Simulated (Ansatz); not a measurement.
System: Si72W35 (cell with a defect).

Si72W35 (cell with a defect), 107 atoms, a = 9.69 Å, b = 9.69 Å, c = 15.73 Å, α = 90.00°, β = 90.00°, γ = 90.00°.

Level of theory: Ansatz, DFT PBE, scalar-relativistic, plane waves, PAW.

### What will maps of the valence pseudo-density and electron localisation function show?

Si–Si (2.52 Å): ρ at the midpoint is about 0.36 e/Å³; the ELF peaks at about 0.60 in the valence shell of Si, 1.0 Å from its nucleus, and is about 0.55 at the midpoint.
Si–W (2.62 Å): ρ at the midpoint is about 0.43 e/Å³; the ELF peaks at about 0.75 in the valence shell of Si, 0.9 Å from its nucleus, and is about 0.45 at the midpoint.
Si–Si (2.59 Å): ρ at the midpoint is about 0.32 e/Å³; the ELF is about 0.45 at the midpoint.
Si–Si (2.64 Å): ρ is about 0.32 e/Å³ halfway; the ELF peaks at about 0.65 between the atoms.

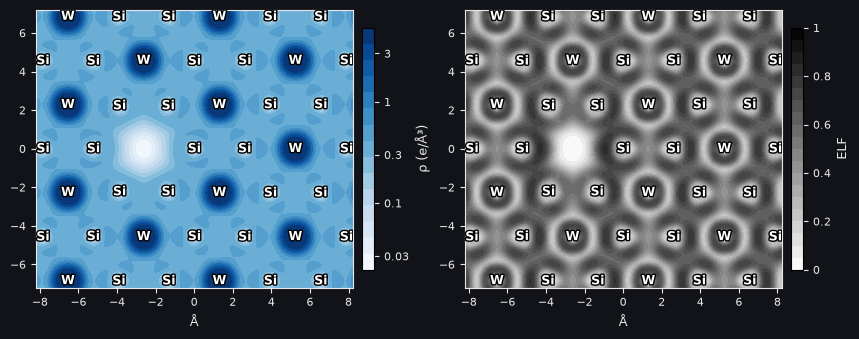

Computed valence pseudo-density and electron localisation function on the (11̄0) plane of the calculation cell, in this order. 

In a PAW calculation such maps are meaningful between the atoms, not at the nuclei.
